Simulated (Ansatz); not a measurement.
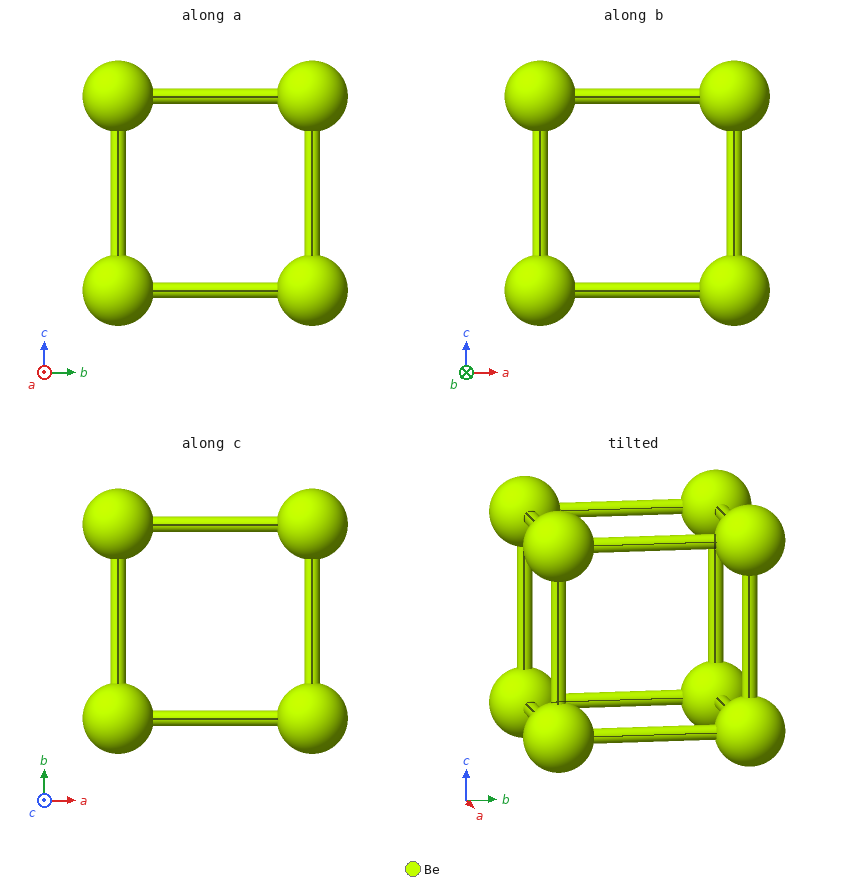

Drawn in the ball-and-stick manner and seen along the a axis, along the b axis, along the c axis and slightly off an axis. The edges of the conventional unit cell are marked.

Lattice parameters: a = 2.174 Å, b = 2.174 Å, c = 2.174 Å, α = 90.00°, β = 90.00°, γ = 90.00°. Put a along x and b in the xy plane.

Q: Set out the cell and atoms as a POSCAR file.

A:
```
Be
1.0
     2.174    0.000    0.000
     0.000    2.174    0.000
     0.000    0.000    2.174
Be
1
Direct
  0.0000 0.0000 0.0000
```

The structure comes from a random cell made by a generator, so it need not be a real form of the element. The picture shows the end point of a geometry optimisation with DFT PBE, scalar-relativistic, plane waves, PAW (Ansatz 0.2.0).
